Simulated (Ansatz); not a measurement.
**Fe₃Ge: density, localisation and related maps**

The calculation's input:

```
crystal:
  lattice:
    - [0.0, 2.8168835416, 2.8168835416]
    - [2.8168835416, 0.0, 2.8168835416]
    - [2.8168835416, 2.8168835416, 0.0]
  atoms:
    - { symbol: Ge, position: [0.0, 0.0, 0.0] }
    - { symbol: Fe, position: [0.75, 0.75, 0.75], spin: 3.0 }
    - { symbol: Fe, position: [0.25, 0.25, 0.25], spin: 3.0 }
    - { symbol: Fe, position: [0.5, 0.5, 0.5], spin: 3.0 }
hamiltonian:
  xc: lda
  pseudopotentials: { kind: paw }
magnetization:
  spin_polarized: true
kpoints:
  mp_grid: { grid: [8, 8, 8] }
scf:
  occupations: { method: fermi_dirac, width: 0.05 }
output:
  forces: true
  stress: true
  eigenvalues: true
  write_density: true
  write_potential: true
  elf: true
  volumetric_format: npy
```

Command:

```sh
ansatz run input.yaml --threads 2 --pin off --max-ram 5632MiB --backend cpu --events-out ev --progress --plain --runs-dir out
```

Below, planes, directions and counts refer to the conventional cell (a = 5.63 Å, b = 5.63 Å, c = 5.63 Å, α = 90.00°, β = 90.00°, γ = 90.00°).

Space group Fm-3m; a structure from a database of computed crystals, not necessarily the ambient phase; computed pressure about −8 GPa in this cell; spin-polarised.

Method: Kohn-Sham DFT of a periodic cell, LDA, Ansatz PAW (Ansatz 0.2.0).

In a PAW calculation such maps are meaningful between the atoms, not at the nuclei.

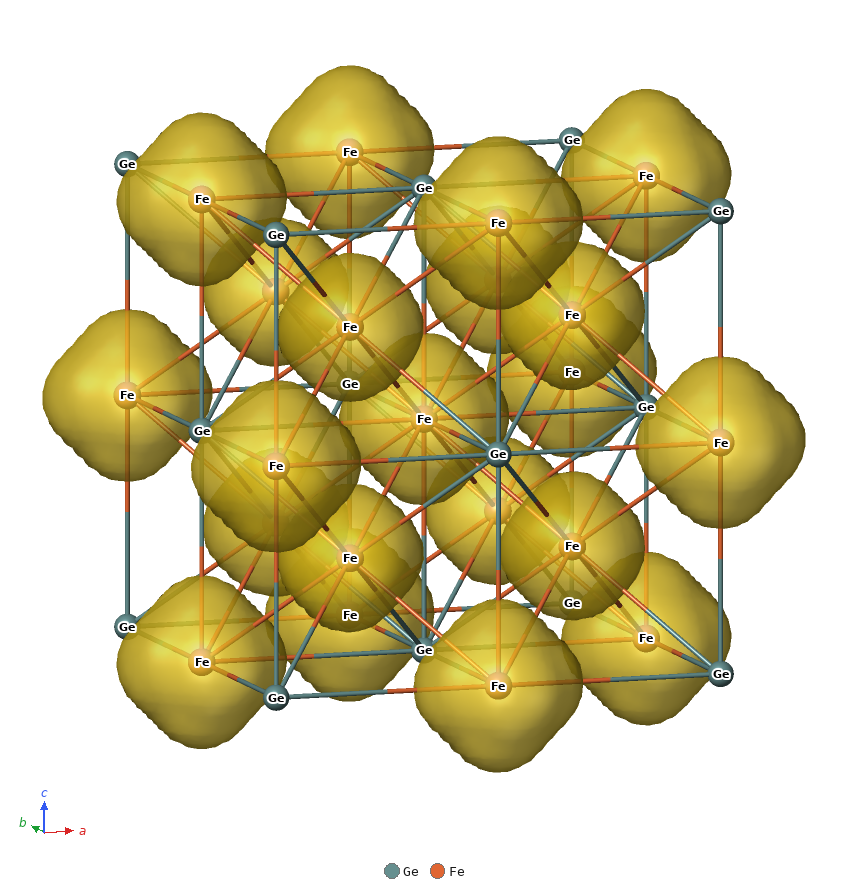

Figure 1. Isosurfaces of the spin density (up minus down) at +0.08 (yellow) and −0.08 e/Å³ (cyan), seen slightly off an axis. Sticks mark near contacts.

Where is the spin, and how is it ordered?

The spin density sits on Fe: +2.5 μB (×4) and +1.3 μB (×8) in one cell of 16 atoms: parallel moments (a ferromagnetic arrangement) in this solution. The cell of the calculation (4 atoms) carries 5.0 μB of net spin moment. Only one sign reaches the isovalue.

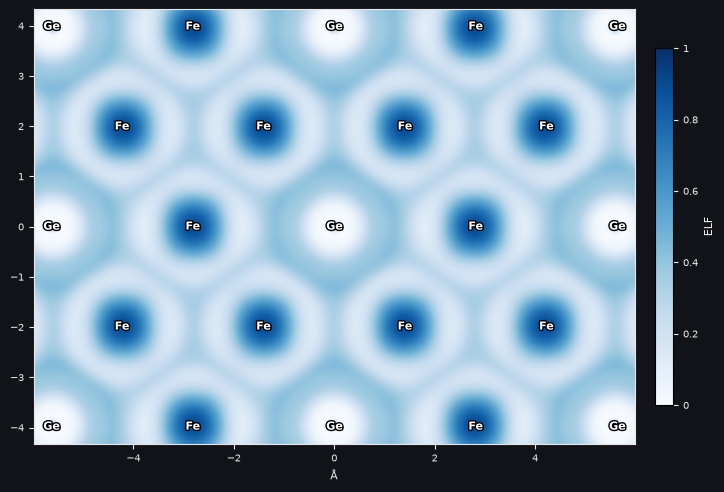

Figure 2. Electron localisation function on the (110) plane of the conventional cell.

What do the fields say about this system?

Atoms in the plane: Ge and Fe.
Fe–Ge (2.44 Å): the ELF is about 0.35 at the midpoint.
Fe–Fe (2.44 Å): the ELF is about 0.30 at the midpoint (no localised pair shows between them).
Fe–Ge (2.82 Å): the ELF is about 0.35 at the midpoint.
The features right at Fe lie inside the PAW spheres, where the map follows smoothed inner orbitals and isn't to be read closely.

Metal or insulator at this level of theory?

It is gapless in this calculation (a metal or semimetal).
